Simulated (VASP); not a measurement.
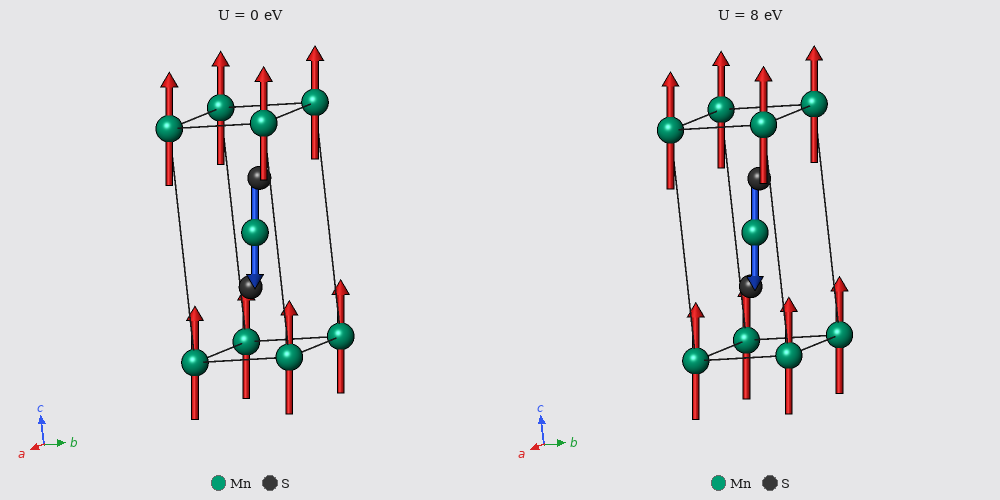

MnS, a = 3.660 Å, b = 3.660 Å, c = 6.306 Å, α = 73.13°, β = 73.13°, γ = 60.00°. The run's cell of 4 atoms at the smallest and the largest U, with site moments above 0.25 μB as arrows (red up, blue down). The cell is a structure listed in the Materials Project.

One fixed geometry was run with a growing Hubbard U on Mn d. Alike in all runs: VASP 6.6.1; functional PBEsol; VASP's PAW PBE potentials, release 64 (Mn_pv, S); cutoff 520 eV; k mesh 9 × 9 × 9 on the run's cell of 4 atoms; occupations fermi-dirac, width 0.05 eV; collinear spin, antiferromagnetic start; no spin-orbit coupling.

| U (eV) | gap (eV) | mean size of the moment on Mn (μB) | pressure (GPa) |
| --- | --- | --- | --- |
| 0 | 0.72 | 4.15 | -5.7 |
| 2 | 1.54 | 4.35 | -1.9 |
| 3 | 1.89 | 4.42 | -0.4 |
| 4 | 2.20 | 4.48 | 1.0 |
| 5 | 2.44 | 4.54 | 2.2 |
| 6 | ? | ? | ? |
| 8 | 2.65 | 4.66 | 5.0 |

> Fill in the row that is left out.

At U = 6 eV the run gave a gap of 2.54 eV, 4.58 μB on Mn and a pressure of 3.2 GPa. A straight line between the neighbouring rows gives 2.51 eV and 4.58 μB, which is close.

Total energies at different U can't be compared. Each run keeps the state that it reached from its start, which need not be the lowest. Gaps are the least found on the k-mesh, which misses some points of high symmetry; where the band edges lie there, the true gap is smaller, at times by an eV.

Caveat: the PAW data sets were made with another functional, which shifts forces and pressure a little.
